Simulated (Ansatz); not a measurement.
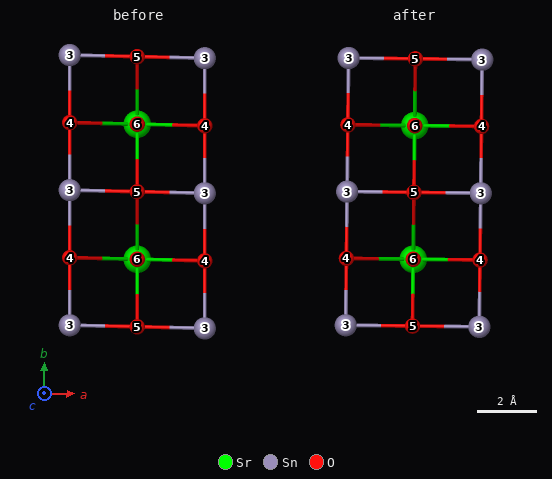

The structure of solid Sr2SnO3 (a generated structure, set up in Cmmm) before (left) and after (right) a relaxation, at one scale.

Style: ball-and-stick. Shown: the cell of the calculation, repeated 1 × 2 × 1 with one cell outlined, along the c axis.

The calculation used Ansatz, DFT PBE, scalar-relativistic, plane waves, PAW.

Input file:
```yaml
crystal:
  lattice:
    - [3.2330421711, -3.3082876481, 0.0]
    - [3.2330421711, 3.3082876481, 0.0]
    - [0.0, 0.0, 8.3217436623]
  atoms:
    - { symbol: Sr, position: [0.5, 0.5, 0.7517683263] }
    - { symbol: Sr, position: [0.5, 0.5, 0.2482316737] }
    - { symbol: Sn, position: [0.0, 0.0, 0.0] }
    - { symbol: O, position: [0.0, 0.5, 0.0] }
    - { symbol: O, position: [0.5, 0.0, 0.0] }
    - { symbol: O, position: [0.5, 0.5, 0.0] }
basis:
  ecutwfc: 420
kpoints:
  mp_grid: { grid: [8, 8, 6] }
hamiltonian:
  xc: pbe
scf:
  occupations: { method: gaussian, width: 0.1 }
output:
  forces: true
  stress: true
  eigenvalues: true
  write_density: true
  write_potential: true
  elf: true
  volumetric_format: npy
relax:
  adjacent_minimum: "off"
  f_tol: 0.01
  max_steps: 80
  cell: { stress_tol: 0.05 }
```

Command:
```bash
ansatz run input.yaml --threads 1 --pin off --max-ram 2560MiB --backend cpu --events-out ev --progress --plain --runs-dir out
```

**What changed between the two?**

Over 4 accepted moves (6 points after the start) the energy falls by 26.1 meV per cell of the calculation. Largest force component: 0.44 eV/Å at the start, under 0.0001 eV/Å at the end. Pressure: 0.14 GPa at the start and 0.00 GPa at the end. At 2 points the geometry stayed and the basis and grid were re-selected for the new cell (energy shift of 2.3 meV per cell of the calculation at most each time). The largest moves relative to the cell, 0.018 Å, are those of Sr1 and Sr2. Sr2 goes along +c. O and Sn stay in place. Cell: a = b 4.626 → 4.576 Å (−1.1 %), c 8.322 → 8.389 Å (+0.8 %), γ 91.3° → 90.1°. Volume −1.3 %. Among the contacts that change: Sr1–O6 2.066 → 2.100 Å, Sn3–O4 2.313 → 2.288 Å, Sr1–O4 3.101 → 3.106 Å. The space group stays Cmmm (No. 65).
